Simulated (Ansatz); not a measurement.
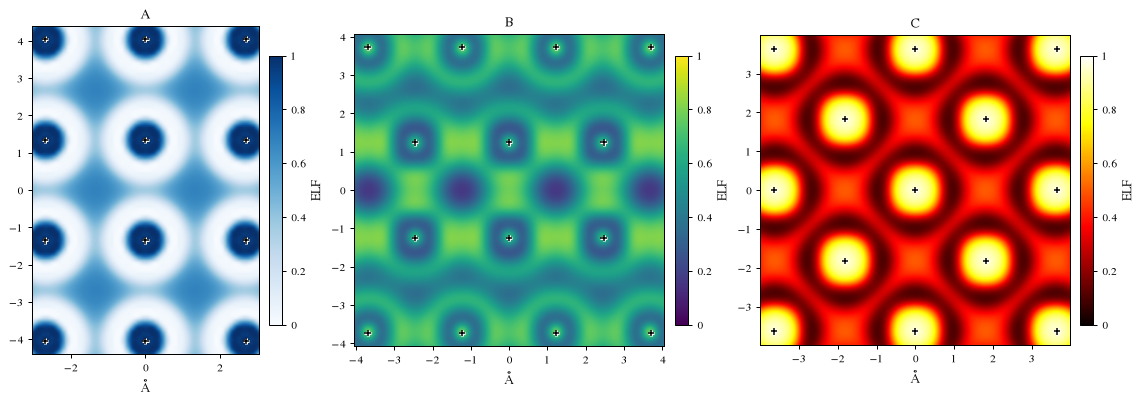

The ELF of 3 systems, each on a plane through atoms (crosses mark nuclei in the plane).

These are results of DFT, revPBE, plane waves (420 eV) with PAW, scalar-relativistic (Ansatz), not measurements.

System 1: Li, the (001) plane of the conventional cell. Space group Pm-3m; set up as Li, simple cubic; a generated structure, not necessarily the stable one; changed on purpose from its base cell (volume × 0.92); computed without spin polarisation.

```
CELL_PARAMETERS angstrom
2.70010 0.00000 0.00000
0.00000 2.70010 0.00000
0.00000 0.00000 2.70010
ATOMIC_POSITIONS crystal
Li 0.00000 0.00000 0.00000
```

System 2: Si, the (110) plane of the conventional cell. Space group P6/mmm; set up as Si, omega (AlB2-type); a generated structure, not necessarily the stable one; changed on purpose from its base cell (volume × 0.88); computed pressure about 16 GPa in this cell.

System 3: Cr, the (001) plane of the conventional cell. Space group Fm-3m; set up as Cr, fcc; a generated structure, not necessarily the stable one; changed on purpose from its base cell (volume × 1.0); computed without spin polarisation.

```
Cr
1.0
     3.64315    0.00000    0.00000
     0.00000    3.64315    0.00000
     0.00000    0.00000    3.64315
Cr
4
Cartesian
  0.0000 0.0000 0.0000
  1.8216 1.8216 0.0000
  1.8216 0.0000 1.8216
  0.0000 1.8216 1.8216
```

Question: Which map belongs to which system?

Answer: Panel A is system 1, Li: the plane holds Li. Li–Li (2.70 Å): the ELF is about 0.35 at the midpoint. Panel B is system 2, Si: the plane holds Si. Si–Si (2.46 Å): the ELF peaks at about 0.75 between the atoms. Panel C is system 3, Cr: the plane holds Cr. Cr–Cr (2.58 Å): the ELF is about 0.30 at the midpoint (no localised pair shows between them).
